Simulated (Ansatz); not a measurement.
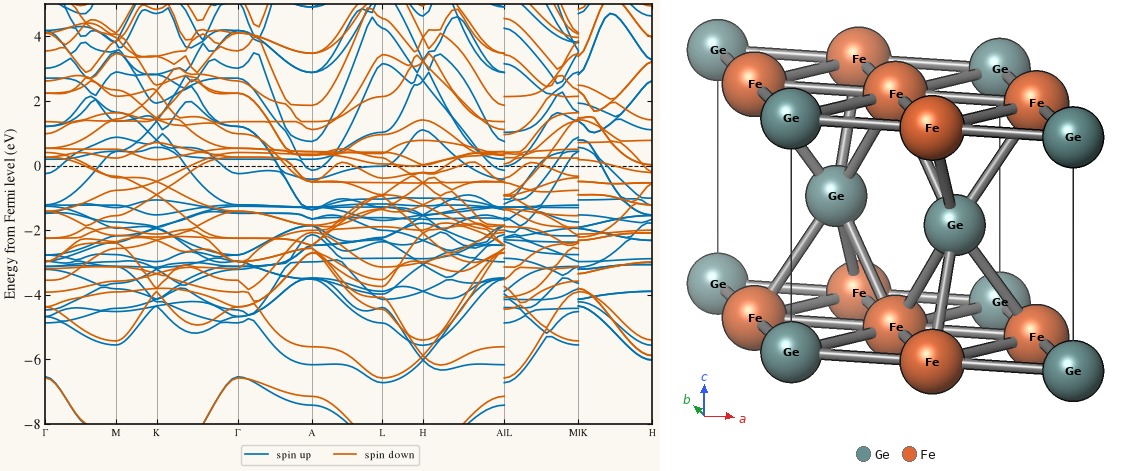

Band structure, beside the structure. Energies are counted from the Fermi level.

The material is FeGe, space group P6/mmm (No. 191), 6 atoms in the cell; a = 4.998 Å, c = 4.116 Å (hexagonal axes).

Ansatz; PBEsol, Ansatz PAW, collinear spin, ferromagnetic start, no spin-orbit coupling, 6×6×7 k mesh, 420 eV cutoff, Fermi-Dirac smearing of 0.05 eV.

**Does this material conduct, going by its bands?**

A metal: bands cross the Fermi level along this path.

**Which levels at A lie nearest to the Fermi level?**

At A the nearest levels lie 0.15 eV below and 0.20 eV above the Fermi level.

The run ends ferromagnetic, with 4.26 μB a cell. The magnetic state is the one that this start led to; another may lie lower. The PAW data sets were made with another functional. The cell is at −10 GPa in this functional. The cell is a database's computed one. Bands are joined in order of energy, so crossings between the computed points show as kinks or gaps.
